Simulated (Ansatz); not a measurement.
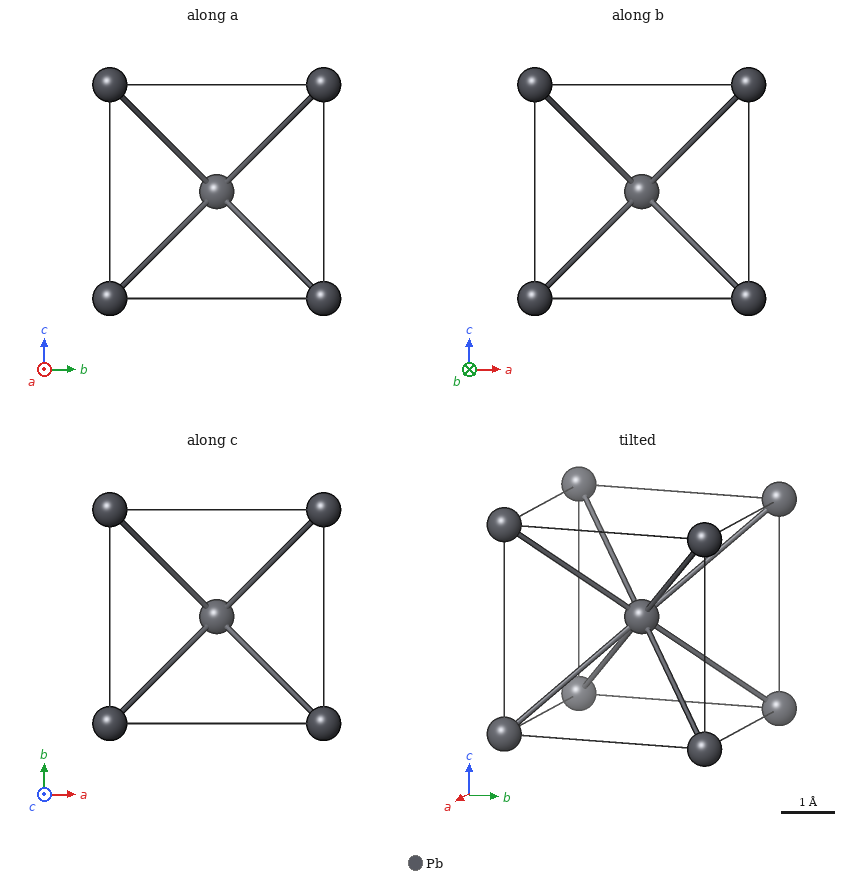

Ball-and-stick representation of a periodic structure, projected along the a axis, along the b axis, along the c axis and slightly off an axis. The frame is the conventional unit cell; atoms at its boundary are shown with their periodic copies.

Lattice parameters: a = 4.0496 Å, b = 4.0496 Å, c = 4.0496 Å, α = 90.000°, β = 90.000°, γ = 90.000°.

Q: Express the structure as a CIF with its space group and independent sites.

A:
```cif
data_structure
_symmetry_space_group_name_H-M 'I m -3 m'
_symmetry_Int_Tables_number 229
_cell_length_a 4.0496
_cell_length_b 4.0496
_cell_length_c 4.0496
_cell_angle_alpha 90.000
_cell_angle_beta 90.000
_cell_angle_gamma 90.000
_cell_volume 66.41
loop_
_atom_site_label
_atom_site_type_symbol
_atom_site_symmetry_multiplicity
_atom_site_Wyckoff_symbol
_atom_site_fract_x
_atom_site_fract_y
_atom_site_fract_z
_atom_site_occupancy
Pb1 Pb 2 a 0.0000 0.0000 0.0000 1
```

Origin of the cell: a structure type filled with this element by a generator (whether the element takes this form wasn't checked). Earlier steps of the study may have refined or changed the cell and positions. It was the input of a calculation with Ansatz.
